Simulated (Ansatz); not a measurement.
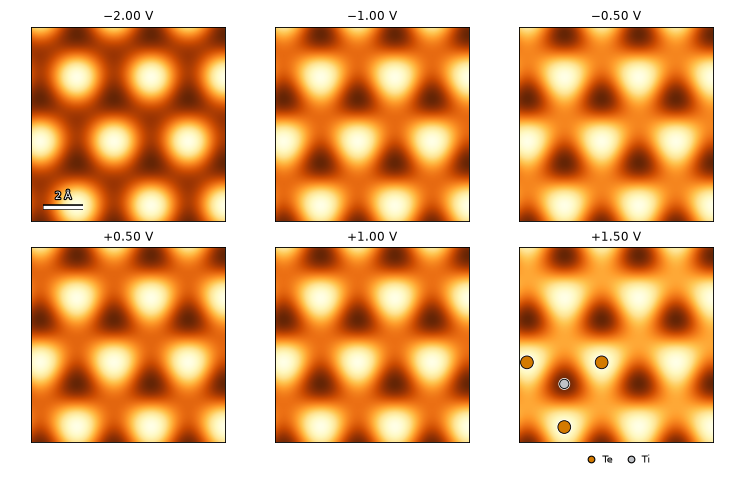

Constant-height images of monolayer TiTe2 at 6 sample biases, each on its own colour scale; the last has the atoms seen from above drawn over one corner (deeper ones smaller).

The STM signal is simulated in the Tersoff–Hamann approximation. Bias windows are sharp sums over the levels of the k mesh.

These are results of DFT PBE+D3(BJ), scalar-relativistic, plane waves, PAW (Ansatz 0.2.0), not measurements. Cutoff 420 eV, 27 × 27 k-points, Gaussian smearing 0.05 eV, dipole correction. No spin polarisation. Spin–orbit coupling is left out; with Te it can shift levels and gaps. The run warns that the functional's potential is rough in the thin density of the vacuum, where the tip is; weak contrasts and barriers may feel it.

How do the images change with bias?

| bias | height (Å) | bright/dark | brightest over |
| --- | --- | --- | --- |
| −2.00 V | 4.5 | 1.8 | top Te atoms |
| −1.00 V | 4.5 | 1.8 | top Te atoms |
| −0.50 V | 4.5 | 2.3 | top Te atoms |
| +0.50 V | 4.5 | 1.3 | top Te atoms |
| +1.00 V | 4.5 | 1.5 | top Te atoms |
| +1.50 V | 4.5 | 1.2 | top Te atoms |

The sheet has states at the Fermi level, so this model gives a current down to small biases. Its work function (top face) is 4.75 eV.

The weakest contrasts here depend on the k mesh and on the tip.
